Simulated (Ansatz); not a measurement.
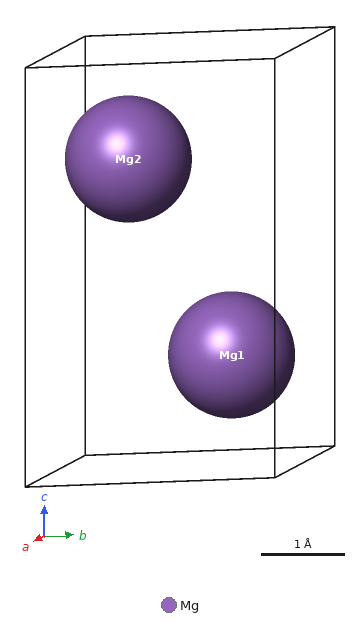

Fig. 1: The input geometry (spheres-only view of the cell of the calculation, seen slightly off an axis; atoms are numbered from 1 in the order of the input).

Mg: geometry relaxation

The run: geometry relaxation of Mg (P6₃/mmc, 2 atoms in the cell). Method and program: DFT PBE, scalar-relativistic, plane waves, PAW, no spin polarisation (Ansatz 0.2.0).

The structure derives from a Materials Project entry. Figures and captions count atoms from 1; the log counts them from 0 in places.

Output:
```
Engine: ansatz 0.2.0, x86_64-unknown-linux-gnu
Pseudopotentials: kind: paw
Pseudopotential: Mg, paw, valence charge 10, recommended cutoff 420 eV (normal), Mg.paw.azcp
Functional definition: PBE
  parameter kappa = 0.804
  parameter beta = 0.06672455060314922
  exchange = pbe_x(kappa = kappa, mu = beta*pi^2/3)
  correlation = pbe_c(beta = beta)
Crystal: 2 atoms, lattice volume = 44.799 Å³
Basis set: ecut = 420 eV, 881 PW (Γ), exchange–correlation on 48×48×72 points (8 copies of the dense FFT grid, shifted against one another)
Bands: 14, of which v1, the nominal top of the filled ones, is band 10 counted from 1 (9 counted from 0)
Symmetry: 24 space group operations
Space group: P63/mmc (ITA 194), of the structure as read, at distance tolerance 3.6e-5 Å
k-points: 185 of 2592
Non-local potential: Mg, projectors of the file, l = 0: 3, l = 1: 2, l = 2: 1
PAW form: soft (Blöchl's): semilocal exchange-correlation on the pseudo side does not see the compensation charge
PAW one-centre angular grid: Mg, 110 points (default); XC on 64 Gauss nodes
Initial density: superposition of atomic densities (neutral atoms: chi_scale 0, normalization atom), corrected by the library's trained network
Initial wavefunctions: pseudopotential atomic-orbital guess
Functional: x = pbe(κ = 0.804, μ = 0.2195149727645171), c = pbe(β = 0.06672455060314922)
SCF iter   1: F=—  HF=-3847.605127 eV  |F-HF|=—  |Δ(HF+E_count)|=         —  Δρ=9.61e-4  dr2=4.95e-4  ethr=1.77e-3  ⟨swp⟩=5.0  Hψ=12969  notcnv=0
preconditioner: auto → none  [metal: Δε(μ)=0.026 eV  Ē_g=7.014 eV  σ=0.100 eV  W_gap=0.15  n_scr=8 (ndim 8)  ℏωp=11.1 eV  f_vac=0.000  D(μ)=0.91/eV (n_scr^D=2)  sad-step TF]
SCF iter   2: F=—  HF=-3847.604765 eV  |F-HF|=—  |Δ(HF+E_count)|=   3.62e-4  Δρ=6.33e-4  dr2=2.18e-4  ethr=2.48e-6  ⟨swp⟩=2.4  Hψ=5586  notcnv=0
SCF iter   3: F=—  HF=-3847.604776 eV  |F-HF|=—  |Δ(HF+E_count)|=   1.10e-5  Δρ=2.79e-4  dr2=1.72e-5  ethr=1.09e-6  ⟨swp⟩=2.0  Hψ=4359  notcnv=0
SCF iter   4: F=—  HF=-3847.604765 eV  |F-HF|=—  |Δ(HF+E_count)|=   1.09e-5  Δρ=1.05e-4  dr2=2.44e-6  ethr=8.61e-8  ⟨swp⟩=2.0  Hψ=4066  notcnv=0
iter 5 did not close the SCF: its close was put off for the readings that it lacked (scf_convergence_deferred on its scf_iter line)
SCF iter   5: F=-3847.604763 eV  HF=-3847.604763 eV  |F-HF|=3.04e-9  |Δ(HF+E_count)|=   2.00e-6  Δρ=7.56e-6  dr2=1.03e-8  ethr=1.22e-8  ⟨swp⟩=2.0  Hψ=4142  notcnv=0
SCF iter   6: F=-3847.604763 eV  HF=-3847.604763 eV  |F-HF|=5.30e-9  |Δ(HF+E_count)|=   9.39e-9  Δρ=4.58e-6  dr2=4.36e-9  ethr=5.17e-11  ⟨swp⟩=5.1  Hψ=12356  notcnv=0
SCF 1 converged in 6 iterations: F = -3847.604763 eV  dr2 = 4.36e-9
  greatest PAW one-centre occupation: 1.000 electrons in one spin orbital (limit 2), on the Mg atom at site 1 (counted from 0), in its partial waves of l = 0
relax step   1: F+E_penalty+E_count = -3847.60476328 eV  Δ(F+E_penalty+E_count) = +0.000e0 eV  max|allowed force component| = 1.156e-17 eV/Å  Δτ_max = 0.0000 Å  P = +0.894 GPa  Ω = 44.799 Å³  (6 SCF iters, dr2 threshold 1.00e-7 eV, accepted)
Crystal: 2 atoms, lattice volume = 45.703 Å³
Basis set: ecut = 420 eV, 905 PW (Γ), exchange–correlation on 48×48×72 points (8 copies of the dense FFT grid, shifted against one another)
Initial density: handed on by an earlier stage of this run
Initial wavefunctions: those handed on with the density
iter 1 solved again at ethr=7.48e-8 eV; its pass at ethr=3.10e-3 eV (dr2=1.50e-5 eV) is discarded
SCF iter   1: F=—  HF=-3847.608000 eV  |F-HF|=—  |Δ(HF+E_count)|=         —  Δρ=1.56e-4  dr2=1.31e-5  ethr=7.48e-8  ⟨swp⟩=3.0  Hψ=20211  notcnv=0
preconditioner: auto → none  [metal: Δε(μ)=0.008 eV  Ē_g=6.926 eV  σ=0.100 eV  W_gap=0.05  n_scr=8 (ndim 8)  ℏωp=11.0 eV  f_vac=0.000  D(μ)=0.94/eV (n_scr^D=2)]
SCF iter   2: F=—  HF=-3847.607981 eV  |F-HF|=—  |Δ(HF+E_count)|=   1.92e-5  Δρ=7.98e-5  dr2=3.30e-6  ethr=6.53e-8  ⟨swp⟩=1.0  Hψ=2671  notcnv=0
SCF iter   3: F=-3847.607972 eV  HF=-3847.607972 eV  |F-HF|=1.20e-8  |Δ(HF+E_count)|=   8.40e-6  Δρ=5.65e-6  dr2=6.35e-9  ethr=1.00e-9  ⟨swp⟩=6.9  Hψ=17322  notcnv=0
SCF 2 converged in 3 iterations: F = -3847.607972 eV  dr2 = 6.35e-9
relax step   2: F+E_penalty+E_count = -3847.60797239 eV  Δ(F+E_penalty+E_count) = -3.209e-3 eV  max|allowed force component| = 6.939e-18 eV/Å  Δτ_max = 0.0000 Å  P = +0.132 GPa  Ω = 45.703 Å³  energy of the carried Pulay correction = -1.766e-5 eV  (3 SCF iters, dr2 threshold 2.00e-7 eV, accepted)
Crystal: 2 atoms, lattice volume = 45.882 Å³
iter 1 solved again at ethr=1.13e-8 eV; its pass at ethr=3.10e-3 eV (dr2=2.27e-6 eV) is discarded
SCF iter   1: F=—  HF=-3847.608158 eV  |F-HF|=—  |Δ(HF+E_count)|=         —  Δρ=6.42e-5  dr2=2.60e-6  ethr=1.13e-8  ⟨swp⟩=3.2  Hψ=19673  notcnv=0
preconditioner: auto → none  [metal: Δε(μ)=0.012 eV  Ē_g=6.906 eV  σ=0.100 eV  W_gap=0.07  n_scr=8 (ndim 8)  ℏωp=11.0 eV  f_vac=0.000  D(μ)=0.93/eV (n_scr^D=2)]
SCF iter   2: F=—  HF=-3847.608163 eV  |F-HF|=—  |Δ(HF+E_count)|=   4.34e-6  Δρ=3.02e-5  dr2=5.53e-7  ethr=1.13e-8  ⟨swp⟩=1.0  Hψ=2590  notcnv=0
SCF iter   3: F=-3847.608162 eV  HF=-3847.608162 eV  |F-HF|=1.09e-9  |Δ(HF+E_count)|=   4.46e-7  Δρ=1.71e-6  dr2=6.95e-10  ethr=5.91e-10  ⟨swp⟩=8.9  Hψ=17130  notcnv=0
SCF 3 converged in 3 iterations: F = -3847.608162 eV  dr2 = 6.95e-10
relax step   3: F+E_penalty+E_count = -3847.60816214 eV  Δ(F+E_penalty+E_count) = -1.898e-4 eV  max|allowed force component| = 3.007e-17 eV/Å  Δτ_max = 0.0000 Å  P = -0.009 GPa  Ω = 45.882 Å³  energy of the carried Pulay correction = -2.118e-5 eV  (3 SCF iters, dr2 threshold 1.18e-7 eV, accepted)
Crystal: 2 atoms, lattice volume = 45.887 Å³
iter 1 solved again at ethr=1.71e-9 eV; its pass at ethr=3.10e-3 eV (dr2=3.43e-7 eV) is discarded
SCF iter   1: F=—  HF=-3847.608172 eV  |F-HF|=—  |Δ(HF+E_count)|=         —  Δρ=2.48e-5  dr2=4.01e-7  ethr=1.71e-9  ⟨swp⟩=3.6  Hψ=19658  notcnv=0
preconditioner: auto → none  [metal: Δε(μ)=0.020 eV  Ē_g=6.904 eV  σ=0.100 eV  W_gap=0.11  n_scr=8 (ndim 8)  ℏωp=11.0 eV  f_vac=0.000  D(μ)=0.93/eV (n_scr^D=2)]
SCF iter   2: F=—  HF=-3847.608177 eV  |F-HF|=—  |Δ(HF+E_count)|=   4.42e-6  Δρ=1.14e-5  dr2=8.35e-8  ethr=1.71e-9  ⟨swp⟩=2.0  Hψ=2940  notcnv=0
SCF iter   3: F=-3847.608177 eV  HF=-3847.608177 eV  |F-HF|=5.87e-11  |Δ(HF+E_count)|=   2.21e-8  Δρ=6.97e-7  dr2=1.37e-10  ethr=5.57e-11  ⟨swp⟩=6.0  Hψ=13058  notcnv=0
SCF 4 converged in 3 iterations: F = -3847.608177 eV  dr2 = 1.37e-10
relax step   4: F+E_penalty+E_count = -3847.60817663 eV  Δ(F+E_penalty+E_count) = -1.449e-5 eV  max|allowed force component| = 1.850e-17 eV/Å  Δτ_max = 0.0000 Å  P = -0.012 GPa  Ω = 45.887 Å³  energy of the carried Pulay correction = -2.131e-5 eV  (3 SCF iters, dr2 threshold 1.11e-8 eV, accepted)
Initial wavefunctions: pseudopotential atomic-orbital guess (no wavefunctions were taken with the density)
iter 1 solved again at ethr=2.44e-8 eV; its pass at ethr=3.10e-3 eV (dr2=4.87e-6 eV) is discarded
SCF iter   1: F=—  HF=-3847.608189 eV  |F-HF|=—  |Δ(HF+E_count)|=         —  Δρ=5.07e-5  dr2=2.73e-8  ethr=2.44e-8  ⟨swp⟩=3.7  Hψ=20749  notcnv=0
SCF iter   2: F=—  HF=-3847.608195 eV  |F-HF|=—  |Δ(HF+E_count)|=   6.59e-6  Δρ=2.53e-5  dr2=6.41e-9  ethr=1.37e-10  ⟨swp⟩=2.0  Hψ=4468  notcnv=0
SCF iter   3: F=—  HF=-3847.608196 eV  |F-HF|=—  |Δ(HF+E_count)|=   1.01e-6  Δρ=2.25e-6  dr2=9.08e-11  ethr=3.20e-11  ⟨swp⟩=2.0  Hψ=2999  notcnv=0
SCF iter   4: F=-3847.608196 eV  HF=-3847.608196 eV  |F-HF|=4.55e-12  |Δ(HF+E_count)|=   7.71e-9  Δρ=1.27e-7  dr2=4.59e-12  ethr=1.00e-12  ⟨swp⟩=6.2  Hψ=10215  notcnv=0
SCF 5 converged in 4 iterations: F = -3847.608196 eV  dr2 = 4.59e-12
relax step   5: F+E_penalty+E_count = -3847.60819637 eV  Δ(F+E_penalty+E_count) = -1.974e-5 eV  max|allowed force component| = 3.469e-17 eV/Å  Δτ_max = 0.0000 Å  P = -0.012 GPa  Ω = 45.887 Å³  stress off target by 2.23e-2 GPa  SCF on the basis re-selected at this cell (its energy is not comparable with the rows above)  (4 SCF iters)
```

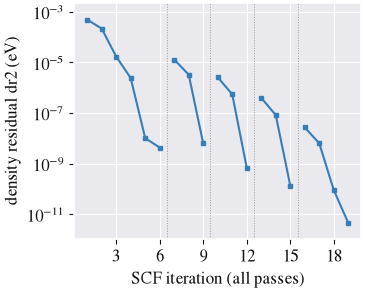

Fig. 2: Convergence of the self-consistent field: density residual dr2 against the SCF iteration. The dotted lines part the SCF passes of the relaxation: geometry steps, rejected trials and re-solves on a re-selected basis. The 5 passes take 3 to 6 iterations each, 19 in all.

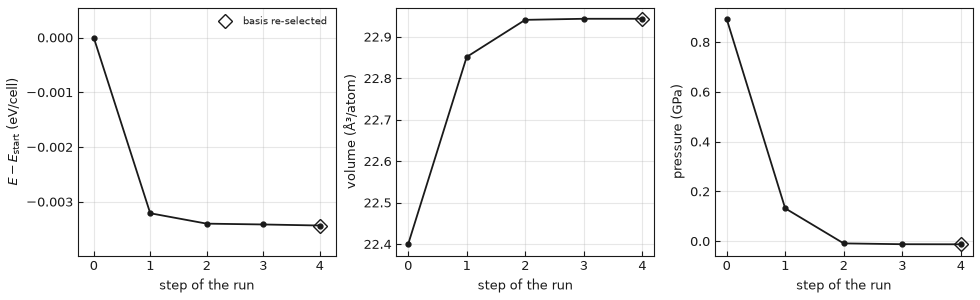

Fig. 3: Progress of the relaxation, step by step (the first geometry is step 0 here and step 1 in the log).

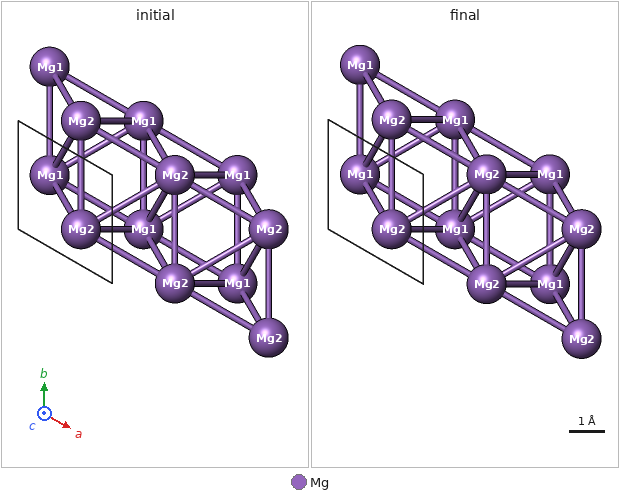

Fig. 4: Before (left) and after (right) the relaxation, at one scale (ball-and-stick view of the cell of the calculation, repeated 3 × 2 × 1, along the c axis). The energy falls by 3.4 meV per cell of the calculation in 3 geometry steps. All forces vanish by symmetry, so only the cell relaxes. Pressure: 0.89 GPa at the start and −0.01 GPa at the end. No atom moves by more than 0.005 Å relative to the cell. Cell: a = b 3.172 → 3.209 Å (+1.2 %), c 5.141 → 5.146 Å (+0.1 %). Volume +2.4 %. Among the contacts that change: Mg1–Mg1 3.172 → 3.209 Å, Mg1–Mg2 3.156 → 3.171 Å. The space group stays P6_3/mmc (No. 194). A last SCF at the same geometry on a re-selected plane-wave basis shifts the energy by next to nothing (0.0 meV per cell of the calculation). (Atoms are counted from 1 in the order of the input.)

```
basis re-selected at this cell: Δ(F+E_penalty+E_count) = -1.974e-5 eV, ΔP = -0.000 GPa vs the last step (what re-selecting the basis moved, of the pressure what is left beyond the Pulay correction that the steps carried, after the strain that the cell walked since its last selection, with what the two solves' SCF thresholds leave and, on support functions, any second-order correction that the steps lacked; it is no measure of the basis error at this ecutwfc). This SCF's stress stands 2.23e-2 GPa from its target on what of the cell is left free (relax.cell.stress_tol is 5.00e-2 GPa) and its largest allowed force component is 3.47e-17 eV/Å (relax.f_tol is 5.00e-3 eV/Å): within both
SCF converged after 4 iterations
Free energy (F): -3847.608196 eV
Harris-Foulkes:  -3847.608196 eV  (|F-HF|=4.55e-12)
Internal energy: -3847.603569 eV  (E = F + TS)
E sigma→0 (E₀):  -3847.605883 eV
Entropy (-TS):   -0.004628 eV (-2.314 meV/atom)
Fermi energy:    5.667070 eV
--- Per-component energies (eV) ---
  E_band       = -714.833456
  E_kinetic    = 149.662916
  E_local      = -3240.468700  (includes V_loc(G=0)·N_el)
  E_nonlocal   = 191.359820
  E_hartree    = 1157.221651
  E_xc         = -56.826722
  E_vxc        = -73.307486  (∫ρ·V_xc dr)
  E_paw        = -585.036683  (= ΣΔE_a)
  E_vpaw       = -56.523352  (= ΣTr[D̂ρ^β])
  E_aug_tail   = -0.000007  (compensation charges beyond the density's cutoff)
  E_ewald      = -1463.515844
  E_smearing   = -0.004628  (= −TS)
  E_closure    = 0.000000  (closes the sum)
  Σ components = -3847.608196   (vs F -3847.608196, Δ=0.00e0)
--- Forces (eV/Å), atoms counted from 1 ---
  atom   1  Mg     0.00000000     0.00000000     0.00000000
  atom   2  Mg    -0.00000000    -0.00000000     0.00000000
  max |Σ_I F_I| component: 4.63e-18 eV/Å
--- Stress (GPa, compression-positive) ---
       -0.007346       0.000000       0.000000
        0.000000      -0.007346       0.000000
        0.000000       0.000000      -0.022282
  P = ⅓ Tr σ = -0.0123 GPa (-0.123 kbar)
--- Band table (eV; the first three rows and the last of 185) ---
  k-point 0: bands = ["-70.3439", "-70.3408", "-37.1147", "-37.0862", "-37.0862", "-37.0810", "-37.0809", "-37.0809", "-1.2780", "4.0418", "4.5291", "16.4582", "16.4582", "16.5518"]
  k-point 1: bands = ["-70.3438", "-70.3409", "-37.1134", "-37.0860", "-37.0860", "-37.0823", "-37.0811", "-37.0811", "-1.1886", "2.9876", "5.7368", "16.5288", "16.5288", "16.6122"]
  k-point 2: bands = ["-70.3435", "-70.3412", "-37.1098", "-37.0860", "-37.0854", "-37.0854", "-37.0817", "-37.0817", "-0.9211", "1.8801", "7.3042", "14.8891", "16.7331", "16.7331"]
  k-point 184: bands = ["-70.3404", "-70.3404", "-37.1071", "-37.1071", "-37.0994", "-37.0994", "-37.0871", "-37.0871", "5.8283", "5.8283", "6.3176", "6.3176", "7.1623", "7.1623"]
--- Relaxed structure (4 steps of the walk, 4 accepted, 1 SCFs on fresh bases) ---
  F+E_penalty+E_count = -3847.60819637 eV   max|allowed force component| = 3.469e-17 eV/Å   (the final SCF, on the basis selected at the relaxed cell)
  cell:  # Å, volume = 45.8871 Å³
    - [3.208845050018686, -2.9202616529453214e-9, 0.0]
    - [-1.6044225224803224, 2.77894133158426, 0.0]
    - [0.0, 0.0, 5.145916159566565]
  atoms:
    - { symbol: Mg, position: [0.3333333333333333, 0.6666666666666667, 0.25] }
    - { symbol: Mg, position: [0.6666666666666666, 0.3333333333333334, 0.7500000000000001] }
```

Trajectory as extended XYZ (Å, eV, eV/Å), 5 frames, from step=1 to step=5:
```
2
Lattice="3.1720 0.0000 0.0000 -1.5860 2.7471 0.0000 0.0000 0.0000 5.1412" Properties=species:S:1:pos:R:3:forces:R:3 step=1 energy=-3847.60476 pressure_GPa=0.89
Mg    0.0000    1.8314    1.2853    0.0000   0.0000   0.0000
Mg    1.5860    0.9157    3.8559    0.0000   0.0000   0.0000
2
Lattice="3.1989 0.0000 0.0000 -1.5994 2.7703 0.0000 0.0000 0.0000 5.1573" Properties=species:S:1:pos:R:3:forces:R:3 step=2 energy=-3847.60797 pressure_GPa=0.13
Mg    0.0000    1.8469    1.2893    0.0000   0.0000   0.0000
Mg    1.5994    0.9234    3.8680    0.0000   0.0000   0.0000
2
Lattice="3.2071 0.0000 0.0000 -1.6035 2.7774 0.0000 0.0000 0.0000 5.1510" Properties=species:S:1:pos:R:3:forces:R:3 step=3 energy=-3847.60816 pressure_GPa=-0.01
Mg    0.0000    1.8516    1.2877    0.0000   0.0000   0.0000
Mg    1.6035    0.9258    3.8632    0.0000   0.0000   0.0000
2
Lattice="3.2088 0.0000 0.0000 -1.6044 2.7789 0.0000 0.0000 0.0000 5.1459" Properties=species:S:1:pos:R:3:forces:R:3 step=4 energy=-3847.60818 pressure_GPa=-0.01
Mg    0.0000    1.8526    1.2865    0.0000   0.0000   0.0000
Mg    1.6044    0.9263    3.8594    0.0000   0.0000   0.0000
2
Lattice="3.2088 0.0000 0.0000 -1.6044 2.7789 0.0000 0.0000 0.0000 5.1459" Properties=species:S:1:pos:R:3:forces:R:3 step=5 energy=-3847.60820 pressure_GPa=-0.01
Mg    0.0000    1.8526    1.2865    0.0000   0.0000   0.0000
Mg    1.6044    0.9263    3.8594    0.0000   0.0000   0.0000
```

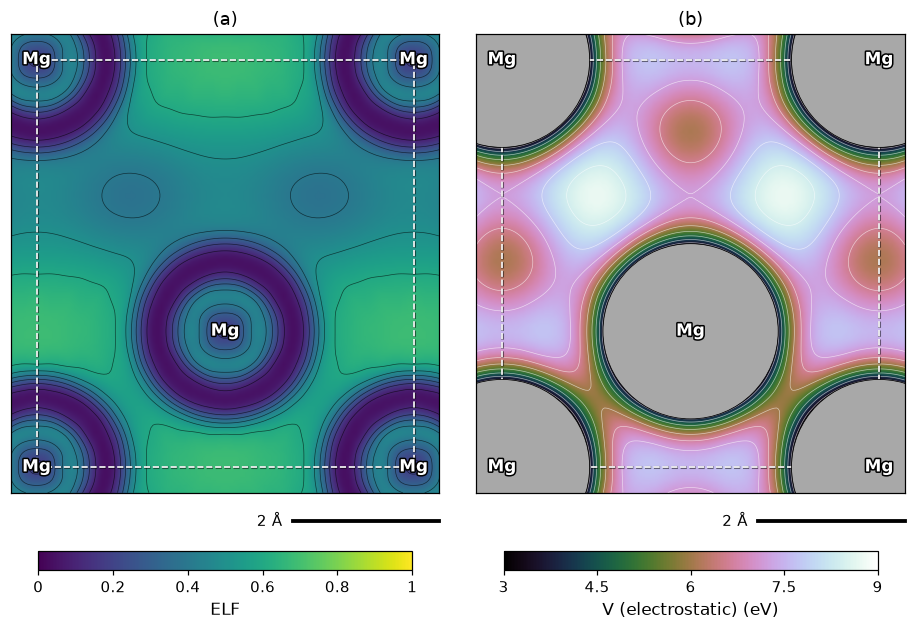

Fig. 5: (a) electron localisation function; (b) electrostatic potential (local pseudopotential plus Hartree) felt by an electron on the (110) plane of the conventional cell. Grey discs, where drawn, cover atomic cores. Atoms in the plane: Mg. Mg–Mg (3.17 Å): the ELF is about 0.55 at the midpoint (metallic bonding. Outside the cores the potential energy rises away from the atoms and is highest about 2.2 Å from the nearest atoms; outside the discs it spans about 5 eV, and its zero is arbitrary. The fields are those of the smooth PAW valence density.

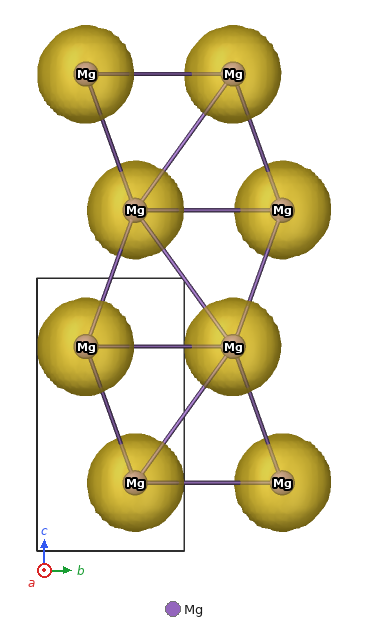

Fig. 6: Isosurface of the valence electron density at 0.15 e/Å³ (yellow), seen along the a axis. Sticks mark near contacts. The outline is the cell set on symmetry axes. At this value the density breaks into separate islands; it holds about 80 % of the electrons treated as valence (semicore included). It is pinched off along the Mg–Mg (3.17 Å) contacts. On the grid the lowest density along these lines, outside the cores, is 0.1 e/Å³ (Mg–Mg, 3.17 Å).

This output came from the following input.

Input:
```yaml
crystal:
  lattice:
    - [3.17202329, 0.0, 0.0]
    - [-1.58601164, 2.74705275, 0.0]
    - [0.0, 0.0, 5.1412049]
  atoms:
    - { symbol: Mg, position: [0.33333333, 0.66666667, 0.25] }
    - { symbol: Mg, position: [0.66666667, 0.33333333, 0.75] }
basis:
  ecutwfc: 420
kpoints:
  mp_grid: { grid: [18, 18, 8] }
hamiltonian:
  xc: pbe
scf:
  occupations: { method: gaussian, width: 0.1 }
output:
  forces: true
  stress: true
  eigenvalues: true
  write_density: true
  write_potential: true
  elf: true
  volumetric_format: npy
relax:
  adjacent_minimum: "off"
  f_tol: 0.005
  max_steps: 80
  cell: { stress_tol: 0.05 }
```

Launch command:
```bash
ansatz run input.yaml --threads 4 --pin off --max-ram 8192MiB --backend cpu --events-out ev --progress --plain --runs-dir out
```

Results in brief:

| quantity | value |
| --- | --- |
| outcome | converged |
| space group (tolerance 0.01 Å) | P6₃/mmc (194) |
| electrons treated | 20 |
| free energy | −3847.6082 eV |
| Fermi energy | 5.667 eV |
| gap on the k-point mesh | none (metallic) |
| pressure | −0.01 GPa |
| final volume | 45.89 Å³ |
| largest force (length of the vector) at the end | under 0.001 eV/Å |
| final cell | a = 3.209 Å, b = 3.209 Å, c = 5.146 Å, α = 90.00°, β = 90.00°, γ = 120.00° |
| hardware | 4 threads of Intel Xeon @ 2.70GHz, 189 GiB of memory available, shared host |
| wall time | 8.3 s (CPU time 29 s) |
| peak memory | 0.45 GiB |
